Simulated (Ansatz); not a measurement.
**Al(111) / 1 layer Ti(0001) / Al(111): resistance against film thickness**

How does the resistance across the layers grow with the film in Al(111) / 1 layer Ti(0001) / Al(111)?

Main program and level: Ansatz 0.2.0; Ansatz plane-wave DFT, PBE, PAW files; ballistic transport by layer matching (Landauer), zero bias; PAW set soft_1, in the first sound run; inputs show where later runs differ.

### Step 1. Starting point

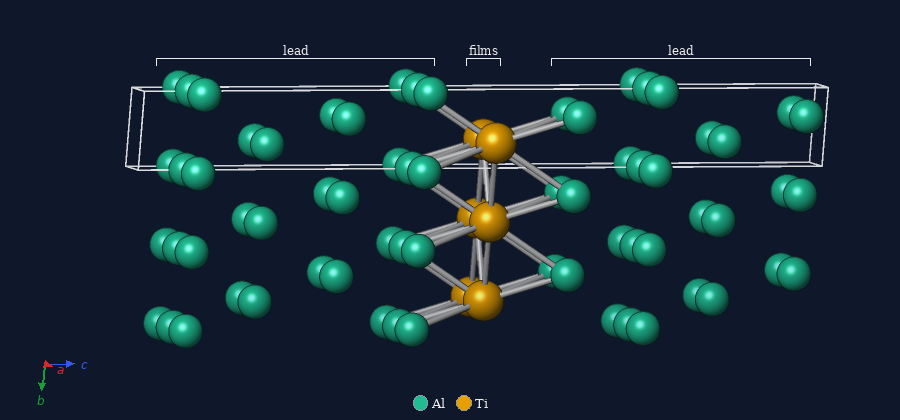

The starting structure, seen from the side, with the c axis across the page (aluminium teal, titanium orange). 2×3×1 cells are drawn. Bonds to atoms that aren't drawn are left out. Some periodic images of atoms are drawn too.

The cell holds 9 atoms: 8 Al and 1 Ti. Its edges and angles: a = 2.862 Å, b = 2.862 Å, c = 21.185 Å, α = 90.0°, β = 90.0°, γ = 120.0°. It derives from Al and Ti. Regions: lead, 8 atoms (8 Al); films, 1 atom (1 Ti). The structure is stacked along c, and the current runs across the ab planes.

### Step 2. With 1 layer

The film is laid into the lead at the lead's in-plane lattice, and the cell closes on the lead's own image. The mesh across the current, 30×30, is finer than the density's, because channels open and close sharply across the zone. Energies from -1 to 1 eV in steps of 0.036 eV cover the slope of the Fermi function at 300 K, so the program can form a conductance.

Contents of input.yaml:

```yaml
crystal:
  lattice:
    - [2.862347037, 0.0, 0.0]
    - [-1.4311735185, 2.4788652485, 0.0]
    - [0.0, 0.0, 21.1854679573]
  atoms:
    - { symbol: Al, position: [0.0, 0.0, 0.0551580115] }
    - { symbol: Al, position: [0.3333333333, 0.6666666667, 0.1654740344] }
    - { symbol: Al, position: [0.6666666667, 0.3333333333, 0.2757900573] }
    - { symbol: Al, position: [0.0, 0.0, 0.3861060803] }
    - { symbol: Ti, position: [0.3333333333, 0.6666666667, 0.5] }
    - { symbol: Al, position: [0.6666666667, 0.3333333333, 0.6138939197] }
    - { symbol: Al, position: [0.0, 0.0, 0.7242099427] }
    - { symbol: Al, position: [0.3333333333, 0.6666666667, 0.8345259656] }
    - { symbol: Al, position: [0.6666666667, 0.3333333333, 0.9448419885] }
kpoints:
  mp_grid: { grid: [15, 15, 2] }
hamiltonian:
  xc: pbe
  pseudopotentials: { kind: paw, azcp: { folder: soft_1 } }
scf:
  occupations: { method: fermi_dirac, width: 0.1 }
output:
  transmission: { leads: [[0, 1]], kmesh: [30, 30], e_range: [-1.0, 1.0], de: 0.036 }
  write_potential: true
  write_density: true
  volumetric_format: npy
  elf: true
```

On the command line:

```sh
$ ansatz run input.yaml --threads 4 --pin off --max-ram 15360MiB --backend cpu --events-out ev --progress --plain --runs-dir out
```

Numbers of over 12 decimals in the logs are rounded to 6 here.

What it wrote:

```text
Engine: ansatz 0.2.0, x86_64-unknown-linux-gnu
Pseudopotentials: kind: paw
Pseudopotential: Al, paw, valence charge 3, recommended cutoff 420 eV (normal), soft_1/Al.paw.azcp
Pseudopotential: Ti, paw, valence charge 12, recommended cutoff 420 eV (normal), soft_1/Ti.paw.azcp
Functional definition: PBE
  parameter kappa = 0.804
  parameter beta = 0.066725
  exchange = pbe_x(kappa = kappa, mu = beta*pi^2/3)
  correlation = pbe_c(beta = beta)
Crystal: 9 atoms, lattice volume = 150.319 Å³
Basis set: ecut = 420 eV, 2975 PW (Γ)
Bands: 27, of which v1, the nominal top of the filled ones, is band 18 counted from 1 (17 counted from 0)
Symmetry: 12 space group operations
Space group: P-3m1 (ITA 164), of the structure as read, at distance tolerance 5.3e-5 Å
k-points: 54 of 450
Non-local potential: Al, projectors of the file, l = 0: 2, l = 1: 2, l = 2: 1
Non-local potential: Ti, projectors of the file, l = 0: 3, l = 1: 2, l = 2: 3, l = 3: 1
PAW form: soft (Blöchl's): semilocal exchange-correlation on the pseudo side does not see the compensation charge
PAW one-centre angular grid: Al, 110 points (default); XC on 64 Gauss nodes
PAW one-centre angular grid: Ti, 590 points (default); XC on 64 Gauss nodes
Initial density: superposition of atomic densities (chi_scale 0.1, normalization cell, long waves kept (reshape's long-wave potential 0.42 eV rms))
Initial wavefunctions: pseudopotential atomic-orbital guess
Functional: x = pbe(κ = 0.804, μ = 0.219515), c = pbe(β = 0.066725)
SCF iter   1: F=—  HF=-6803.507057 eV  |F-HF|=—  |Δ(HF+E_count)|=         —  Δρ=6.57e-2  dr2=1.86e2  ethr=3.10e-3  ⟨swp⟩=7.2  Hψ=7226  notcnv=0  defer=2
preconditioner: auto → Kerker (q_TF=auto, 2.150 Å⁻¹)  [metal: Δε(μ)=0.016 eV  Ē_g=6.039 eV  σ=0.100 eV  W_gap=0.04  n_scr=14 (ndim 8)  ℏωp=16.0 eV  f_vac=0.000  D(μ)=4.71/eV (n_scr^D=16)]
SCF iter   2: F=—  HF=-6801.370327 eV  |F-HF|=—  |Δ(HF+E_count)|=    2.14e0  Δρ=3.73e-2  dr2=6.47e1  ethr=3.10e-3  ⟨swp⟩=2.4  Hψ=2167  notcnv=0  defer=24
SCF iter   3: F=—  HF=-6800.225491 eV  |F-HF|=—  |Δ(HF+E_count)|=    1.14e0  Δρ=6.68e-3  dr2=7.91e-1  ethr=3.10e-3  ⟨swp⟩=3.1  Hψ=2919  notcnv=0  defer=26
SCF iter   4: F=—  HF=-6800.196582 eV  |F-HF|=—  |Δ(HF+E_count)|=   2.89e-2  Δρ=2.00e-3  dr2=9.00e-2  ethr=2.20e-3  ⟨swp⟩=2.1  Hψ=2017  notcnv=0  defer=22
SCF iter   5: F=—  HF=-6800.193290 eV  |F-HF|=—  |Δ(HF+E_count)|=   3.29e-3  Δρ=7.24e-4  dr2=1.66e-2  ethr=2.50e-4  ⟨swp⟩=1.0  Hψ=1452  notcnv=0  defer=22
SCF iter   6: F=—  HF=-6800.192871 eV  |F-HF|=—  |Δ(HF+E_count)|=   4.19e-4  Δρ=2.40e-4  dr2=7.69e-4  ethr=4.62e-5  ⟨swp⟩=1.0  Hψ=1436  notcnv=0  defer=22
SCF iter   7: F=—  HF=-6800.192830 eV  |F-HF|=—  |Δ(HF+E_count)|=   4.16e-5  Δρ=3.74e-5  dr2=1.80e-5  ethr=2.14e-6  ⟨swp⟩=1.0  Hψ=1436  notcnv=0  defer=22
SCF iter   8: F=—  HF=-6800.192829 eV  |F-HF|=—  |Δ(HF+E_count)|=   9.74e-7  Δρ=5.31e-6  dr2=1.23e-7  ethr=4.99e-8  ⟨swp⟩=1.3  Hψ=1505  notcnv=0  defer=22
SCF iter   9: F=-6800.192829 eV  HF=-6800.192829 eV  |F-HF|=7.55e-9  |Δ(HF+E_count)|=   4.22e-8  Δρ=1.04e-6  dr2=8.32e-9  ethr=2.78e-10  ⟨swp⟩=6.4  Hψ=4808  notcnv=0
SCF 1 converged in 9 iterations: F = -6800.192829 eV  dr2 = 8.32e-9
  greatest PAW one-centre occupation: 0.999 electrons in one spin orbital (limit 2), on the Ti atom at site 4 (counted from 0), in its partial waves of l = 0
transmission: 246 of 2457 steps passed
transmission: 497 of 2457 steps passed
[...]
transmission: 2457 of 2457 steps passed
SCF converged after 9 iterations
Free energy (F): -6800.192829 eV
Harris-Foulkes:  -6800.192829 eV  (|F-HF|=7.55e-9)
Internal energy: -6800.042757 eV  (E = F + TS)
E sigma→0 (E₀):  -6800.117793 eV
Entropy (-TS):   -0.150071 eV (-16.675 meV/atom)
Fermi energy:    8.427357 eV
--- Per-component energies (eV) ---
  E_band       = -118.169908
  E_kinetic    = 459.670614
  E_local      = -3860.352180  (includes V_loc(G=0)·N_el)
  E_nonlocal   = 140.629280
  E_hartree    = 1860.737538
  E_xc         = -417.097095
  E_vxc        = -378.073907  (∫ρ·V_xc dr)
  E_paw        = -4797.311873  (= ΣΔE_a)
  E_vpaw       = -201.523661  (= ΣTr[D̂ρ^β])
  E_aug_tail   = -0.000097  (compensation charges beyond the density's cutoff)
  E_ewald      = -186.318945
  E_smearing   = -0.150071  (= −TS)
  E_closure    = 0.000000  (closes the sum)
  Σ components = -6800.192829   (vs F -6800.192829, Δ=0.00e0)
--- Band table (eV; the first three rows and the last of 54) ---
  k-point 0: bands = [... 14 lower, 5.9797, 7.9099, 9.5081, 9.5801, 9.5801, 10.9126, 11.0286, 11.0286, ... 5 higher]
  k-point 1: bands = [... 14 lower, 6.8335, 7.6829, 9.2909, 9.5801, 9.5801, 11.0286, 11.0286, 11.4412, ... 5 higher]
  k-point 2: bands = [... 14 lower, 6.0644, 7.9928, 9.4465, 9.5594, 9.6707, 10.9812, 10.9962, 10.9996, ... 5 higher]
  k-point 53: bands = [... 14 lower, 6.3444, 6.4202, 6.8031, 6.8031, 7.3639, 7.4450, 7.4450, 7.5171, ... 5 higher]
--- Transmission ---
  basis      : 61 plane waves across, 27 finite elements along
  points     : 91, standing for a mesh of 30 x 30
  filling    : by the input's occupations and mesh, since the crystals that have channels conduct as metals do. If one of these is a semiconductor, that mesh has misplaced its level
  energies   : 56 from -1.000000 to 0.980000 eV about the Fermi level, 0.036000 eV apart; the leads are filled to 0.000000 eV, and channels, transmission and decay are at 0.008000 eV
  crystal 0  : Al1, at the sites [0, 1], period 2.3371 Å, over 18.70 Å; its Hamiltonian steps by up to 8.5 meV
    offset         : up to 0.0000 Å between an atom of the period and one for which it stands
    filled         : 0.3 meV under the level at which it is neutral
    channels       : 1.354444e0 a spin
    conductance    : 1.4721e15 S/m² at 300 K; may be off by some 0.0 % by where its bands' edges are placed, 3.7 % from the k-mesh, 0.0 % from the distance to neutral
    slowest decay  : 0.0233 /Å at (0.3333, 0.3000)
  junction   : crystal 0 to crystal 0, 0.70 to 19.55 Å
    transmission   : 4.389091e-1 a spin
    conductance    : 4.7949e14 S/m² at 300 K (4.3654e14 on every other point, 4.7893e14 on every other energy)
    error estimate : 0.1 % from the energy spacing and 0.0 % from band edges of the leads and from resonances (wavevectors taken as independent; lower de), 8.0 % from the k-mesh, 4.1 % from the steps of its leads' Hamiltonians or their offsets (lay more layers), 0.0 % from the distance to neutral
    resistance     : 1.4063e-3 Ω µm² beyond half of each lead's own
```

Elapsed: 45 s, on 4 threads of Intel Xeon Platinum 8488C (Sapphire Rapids), shared host; peak memory 0.58 GiB; 2.8 min of CPU time.

In the SCF lines HF is the Harris–Foulkes energy and dr2 the Hartree energy of the density residual, in eV; the loop may stop once dr2 is under the threshold and the program's other checks hold. Hψ counts applications of the Hamiltonian.

Numbers from this step:

```yaml
free_energy: -6800.1928 eV
energy_at_zero_smearing: -6800.1178 eV
fermi_energy: 8.427 eV
cell_area: 7.095 Å²
step_of_the_lead_s_potential: 8.5 meV
ballistic_conductance_of_the_lead: 1.47e15 S/m²
estimated_errors_of_the_lead_s_conductance: 0, 3.7, 0 % (band edges, k-mesh, distance from neutral)
lead_conductance_per_cell: 1.348 G₀
conductance_of_the_junction: 4.79e14 S/m²
junction_conductance_per_cell: 0.4391 G₀
estimated_errors_of_the_junction_s_conductance: 0.1, 0, 8, 4.1, 0 % (energy step, band edges, k-mesh, leads' steps, distance from neutral)
area_resistance_that_the_stack_adds_contact_term_taken_off_spin_by_spin: 1.406 fΩ m²
```

Per spin. Transmission, zone mean against energy, zero at the Fermi level:

```tsv
energy (eV)	transmission, zone mean
-1.000	0.702
-0.892	0.698
-0.784	0.644
-0.640	0.599
-0.532	0.551
-0.424	0.499
-0.316	0.462
-0.172	0.435
-0.064	0.443
0.008	0.439
0.044	0.442
0.152	0.448
0.296	0.496
0.368	0.538
0.404	0.524
0.512	0.511
0.620	0.547
0.764	0.523
0.872	0.552
0.980	0.604
```

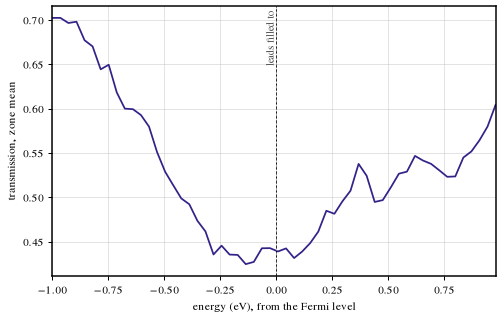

Transmission, zone mean, plotted against energy.

Per spin. The open channels, zone mean, lead by energy, zero at the Fermi level:

```tsv
energy (eV)	open channels, zone mean, lead
-1.000	1.23
-0.892	1.27
-0.784	1.27
-0.640	1.28
-0.532	1.27
-0.424	1.24
-0.316	1.28
-0.172	1.26
-0.064	1.34
0.008	1.35
0.044	1.35
0.152	1.39
0.296	1.44
0.404	1.45
0.512	1.47
0.620	1.49
0.764	1.49
0.872	1.51
0.980	1.55
```

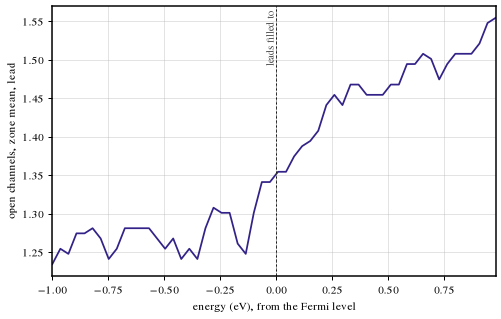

Open channels, zone mean, lead against energy.

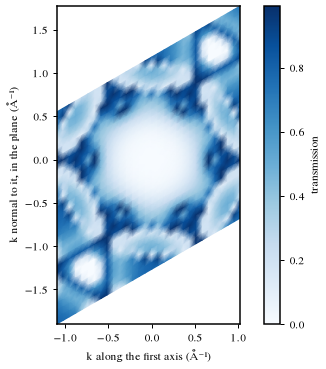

Transmission over k1 and k2. At 0.0080 eV from the Fermi level.

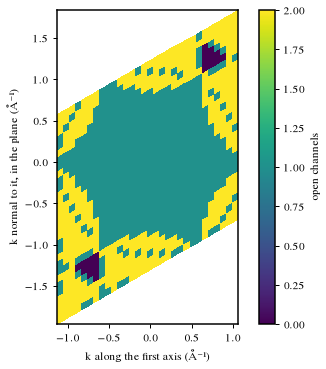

Open channels over k1 and k2. At 0.0080 eV from the Fermi level.

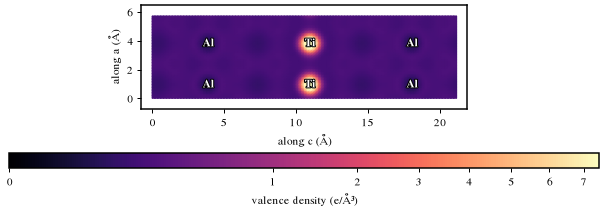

Valence density in the ca plane at fractional y = 0.667, with atoms of Al and Ti within 0.2 Å of it. It is the smooth field of the valence electrons, not physical close to the nuclei. The colour scale is stretched toward low values.

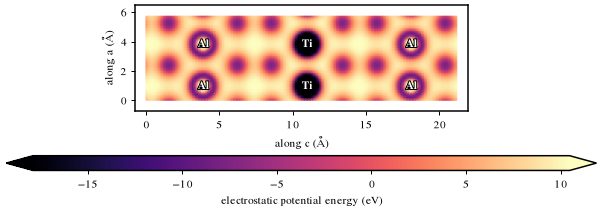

Electrostatic potential energy in the ca plane at fractional y = 0.667, with atoms of Al and Ti within 0.2 Å of it. With pseudopotentials it is smooth inside the atoms' cores, unlike the true potential.

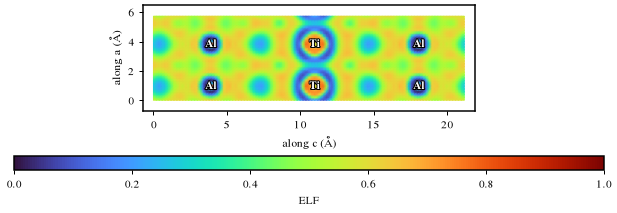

ELF in the ca plane at fractional y = 0.667, with atoms of Al and Ti within 0.2 Å of it. It is the smooth field of the valence electrons, not physical close to the nuclei.

The lead's potential steps by 8.5 meV from period to period, small in itself. The program estimates the junction's conductance to 8 % from the k-mesh, 0 % from the leads' distance from neutral and 4.1 % from their steps.

By hand: 1/G − 1/G_lead = 1/0.4795 − 1/1.472 = 1.41 fΩ m² with G in 10¹⁵ S/m².

### Step 3. With 3 layers, k-mesh 15×15×1, film layers 3

The stack now holds 3 film layers; the k-mesh follows the cell, and the energies span -0.27 to 0.27 eV.

System of this step: Al(111) / 3 layers Ti(0001) / Al(111). The cell holds 11 atoms: 8 Al and 3 Ti. Cell: a = 2.862 Å, b = 2.862 Å, c = 26.163 Å, α = 90.0°, β = 90.0°, γ = 120.0°. It derives from Al and Ti. Regions: lead, 8 atoms (8 Al); films, 3 atoms (3 Ti). The structure is stacked along c, and the current runs across the ab planes.

Contents of input.yaml:

```yaml
crystal:
  lattice:
    - [2.862347037, 0.0, 0.0]
    - [-1.4311735185, 2.4788652485, 0.0]
    - [0.0, 0.0, 26.1628587651]
  atoms:
    - { symbol: Al, position: [0.0, 0.0, 0.044664396] }
    - { symbol: Al, position: [0.3333333333, 0.6666666667, 0.133993188] }
    - { symbol: Al, position: [0.6666666667, 0.3333333333, 0.22332198] }
    - { symbol: Al, position: [0.0, 0.0, 0.3126507721] }
    - { symbol: Ti, position: [0.3333333333, 0.6666666667, 0.4048767787] }
    - { symbol: Ti, position: [0.6666666667, 0.3333333333, 0.5] }
    - { symbol: Ti, position: [0.3333333333, 0.6666666667, 0.5951232213] }
    - { symbol: Al, position: [0.6666666667, 0.3333333333, 0.6873492279] }
    - { symbol: Al, position: [0.0, 0.0, 0.77667802] }
    - { symbol: Al, position: [0.3333333333, 0.6666666667, 0.866006812] }
    - { symbol: Al, position: [0.6666666667, 0.3333333333, 0.955335604] }
kpoints:
  mp_grid: { grid: [15, 15, 1] }
hamiltonian:
  xc: pbe
  pseudopotentials: { kind: paw, azcp: { folder: soft_1 } }
scf:
  occupations: { method: fermi_dirac, width: 0.1 }
output:
  transmission:
    leads: [[0, 1]]
    kmesh: [30, 30]
    e_range: [-0.27, 0.27]
    de: 0.036
  write_potential: true
  write_density: true
  volumetric_format: npy
```

What it wrote:

```text
[...]
Crystal: 11 atoms, lattice volume = 185.635 Å³
Basis set: ecut = 420 eV, 3639 PW (Γ)
Bands: 41, of which v1, the nominal top of the filled ones, is band 30 counted from 1 (29 counted from 0)
Symmetry: 6 space group operations
[...]
k-points: 27 of 225 (time reversal used)
[...]
--- Transmission ---
  basis      : 61 plane waves across, 33 finite elements along
  points     : 91, standing for a mesh of 30 x 30
[...]
filled         : 7.0 meV under the level at which it is neutral
    channels       : 1.354444e0 a spin
[...]
slowest decay  : 0.0212 /Å at (0.3333, 0.3000)
  junction   : crystal 0 to crystal 0, 0.70 to 24.52 Å
    transmission   : 3.408594e-1 a spin
[...]
resistance     : 2.1240e-3 Ω µm² beyond half of each lead's own
[key lines of the parts left out:]
SCF converged after 10 iterations
Free energy (F): -11799.461485 eV
Fermi energy:    9.277026 eV
```

The job ended after 27 s (4 threads; peak memory 0.6 GiB).

Numbers from this step:

```yaml
free_energy: -11799.4615 eV
energy_at_zero_smearing: -11799.3388 eV
fermi_energy: 9.277 eV
step_of_the_lead_s_potential: 4.9 meV
estimated_errors_of_the_lead_s_conductance: 0, 3.6, 0.1 % (band edges, k-mesh, distance from neutral)
lead_conductance_per_cell: 1.347 G₀
conductance_of_the_junction: 3.57e14 S/m²
junction_conductance_per_cell: 0.3266 G₀
estimated_errors_of_the_junction_s_conductance: 0.4, 0, 12.2, 5.2, 1.1 % (energy step, band edges, k-mesh, leads' steps, distance from neutral)
area_resistance_that_the_stack_adds_contact_term_taken_off_spin_by_spin: 2.124 fΩ m²
```

Per spin. The transmission, zone mean by energy, zero at the Fermi level:

```tsv
energy (eV)	transmission, zone mean
-0.270	0.396
-0.234	0.359
-0.198	0.343
-0.162	0.321
-0.126	0.310
-0.090	0.291
-0.054	0.295
-0.018	0.314
0.018	0.341
0.054	0.352
0.090	0.368
0.126	0.424
0.162	0.448
0.198	0.499
0.234	0.447
0.270	0.416
```

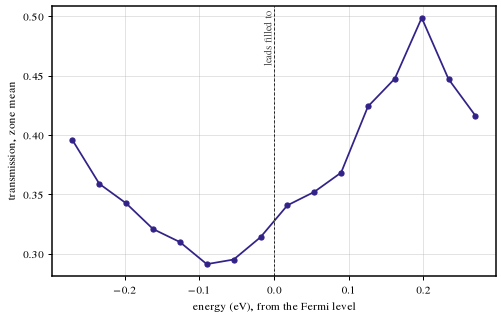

Transmission, zone mean against energy.

The conductance of the junction is 3.6e14 S/m², 26 % under the 4.8e14 S/m² of the last finished run.

### Step 4. With 5 layers, k-mesh 15×15×1, film layers 5

The stack now holds 5 film layers; the k-mesh follows the cell, and the energies span -0.27 to 0.27 eV.

System of this step: Al(111) / 5 layers Ti(0001) / Al(111). The cell holds 13 atoms: 8 Al and 5 Ti. Cell: a = 2.862 Å, b = 2.862 Å, c = 31.140 Å, α = 90.0°, β = 90.0°, γ = 120.0°. It derives from Al and Ti. Regions: lead, 8 atoms (8 Al); films, 5 atoms (5 Ti). The structure is stacked along c, and the current runs across the ab planes.

input.yaml, the sections that differ from step 3:

```yaml
crystal:
  lattice:
    - [2.862347037, 0.0, 0.0]
    - [-1.4311735185, 2.4788652485, 0.0]
    - [0.0, 0.0, 31.140249573]
  atoms:
    - { symbol: Al, position: [0.0, 0.0, 0.0375253346] }
    - { symbol: Al, position: [0.3333333333, 0.6666666667, 0.1125760038] }
    - { symbol: Al, position: [0.6666666667, 0.3333333333, 0.187626673] }
    - { symbol: Al, position: [0.0, 0.0, 0.2626773422] }
    - { symbol: Ti, position: [0.3333333333, 0.6666666667, 0.3401621414] }
    - { symbol: Ti, position: [0.6666666667, 0.3333333333, 0.4200810707] }
    - { symbol: Ti, position: [0.3333333333, 0.6666666667, 0.5] }
    - { symbol: Ti, position: [0.6666666667, 0.3333333333, 0.5799189293] }
    - { symbol: Ti, position: [0.3333333333, 0.6666666667, 0.6598378586] }
    - { symbol: Al, position: [0.6666666667, 0.3333333333, 0.7373226578] }
    - { symbol: Al, position: [0.0, 0.0, 0.812373327] }
    - { symbol: Al, position: [0.3333333333, 0.6666666667, 0.8874239962] }
    - { symbol: Al, position: [0.6666666667, 0.3333333333, 0.9624746654] }
# kpoints, hamiltonian, scf, output: as in step 3
```

What it wrote:

```text
[...]
Crystal: 13 atoms, lattice volume = 220.952 Å³
Basis set: ecut = 420 eV, 4341 PW (Γ)
Bands: 55, of which v1, the nominal top of the filled ones, is band 42 counted from 1 (41 counted from 0)
Symmetry: 6 space group operations
[...]
k-points: 27 of 225 (time reversal used)
[...]
--- Transmission ---
  basis      : 61 plane waves across, 39 finite elements along
  points     : 91, standing for a mesh of 30 x 30
[...]
filled         : 0.7 meV under the level at which it is neutral
    channels       : 1.354444e0 a spin
[...]
slowest decay  : 0.0157 /Å at (0.3333, 0.3000)
  junction   : crystal 0 to crystal 0, 0.70 to 29.50 Å
    transmission   : 2.859305e-1 a spin
[...]
resistance     : 2.7786e-3 Ω µm² beyond half of each lead's own
[key lines of the parts left out:]
SCF converged after 10 iterations
Free energy (F): -16798.744333 eV
Fermi energy:    9.877175 eV
```

Wall time 36 s (4 threads); peak memory 0.78 GiB; 2.2 min of CPU time.

Numbers from this step:

```yaml
free_energy: -16798.7443 eV
energy_at_zero_smearing: -16798.5690 eV
fermi_energy: 9.877 eV
step_of_the_lead_s_potential: 8.6 meV
estimated_errors_of_the_lead_s_conductance: 0, 3.7, 0 % (band edges, k-mesh, distance from neutral)
lead_conductance_per_cell: 1.348 G₀
conductance_of_the_junction: 2.89e14 S/m²
junction_conductance_per_cell: 0.2648 G₀
estimated_errors_of_the_junction_s_conductance: 0.8, 0, 10, 16.2, 0.3 % (energy step, band edges, k-mesh, leads' steps, distance from neutral)
area_resistance_that_the_stack_adds_contact_term_taken_off_spin_by_spin: 2.779 fΩ m²
```

Per spin. Transmission, zone mean against energy, zero at the Fermi level:

```tsv
energy (eV)	transmission, zone mean
-0.270	0.242
-0.234	0.216
-0.198	0.177
-0.162	0.173
-0.126	0.179
-0.090	0.190
-0.054	0.211
-0.018	0.224
0.018	0.286
0.054	0.374
0.090	0.321
0.126	0.297
0.162	0.293
0.198	0.316
0.234	0.303
0.270	0.349
```

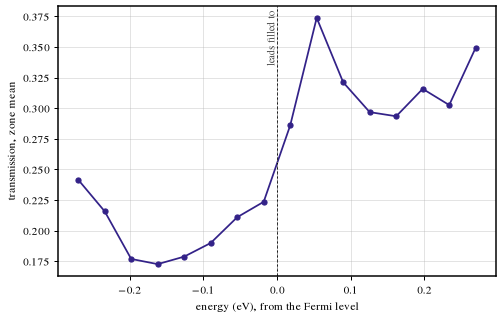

Transmission, zone mean against energy.

The conductance of the junction is 2.9e14 S/m², 19 % under the 3.6e14 S/m² of the last finished run, no more than the error estimates, leads' steps apart, of 12 and 10 % together.

(Part 1 of 2 ends here.)

[Logs are printed without paths, hosts, clocks, repeated set-up lines and the standing remarks that a program may print on its own settings, such as how far it seeks lower states.]

[Hosts, paths, dates, database ids (printed as entryN), source tags and the programs' standing remarks are cut or masked in the printed files.]
